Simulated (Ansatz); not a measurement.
Start from this file.

```xyz
8
Lattice="4.4184 0.0000 0.0000 0.0000 4.4184 0.0000 0.0000 0.0000 4.4184" Properties=species:S:1:pos:R:3 pbc="T T T"
Mn    1.6003    0.6089    3.8095
Mn    0.6089    3.8095    1.6003
Mn    3.8095    1.6003    0.6089
Mn    2.8181    2.8181    2.8181
Si    2.8918    3.7358    0.6826
Si    3.7358    0.6826    2.8918
Si    0.6826    2.8918    3.7358
Si    1.5266    1.5266    1.5266
```

What does this file describe?

Answer. It has the composition MnSi. Space group: P2_13 (No. 198). Lattice: primitive cubic. The cell comprises 4 formula units: 4 Mn, 4 Si. Mn is linked to seven Si at 2.24 to 2.46 Å. Si bonds to seven Mn at 2.24 to 2.46 Å. Not all metal-metal contacts are counted. The bonds build a three-dimensional framework.

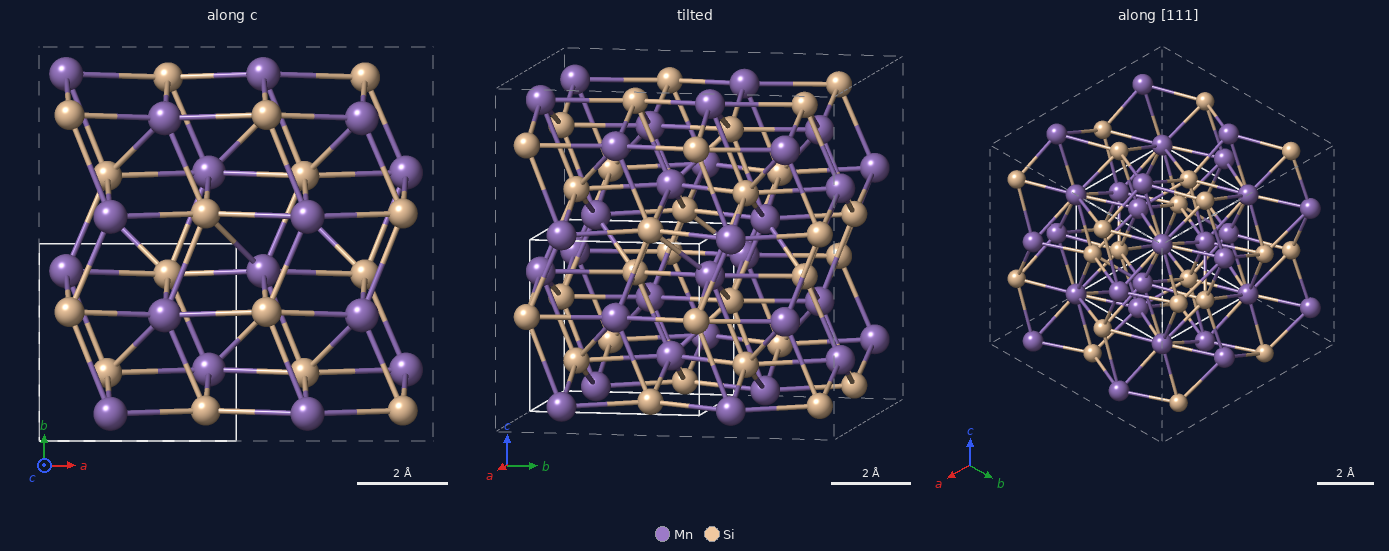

The crystal in a ball-and-stick representation, seen along the c axis, slightly off an axis and along [111]. The solid frame is a single conventional unit cell within a 2×2×2 block.

It goes back to a structure listed in the Materials Project. The geometry comes from a coarse first relaxation with DFT LDA, scalar-relativistic, plane waves, PAW in Ansatz.
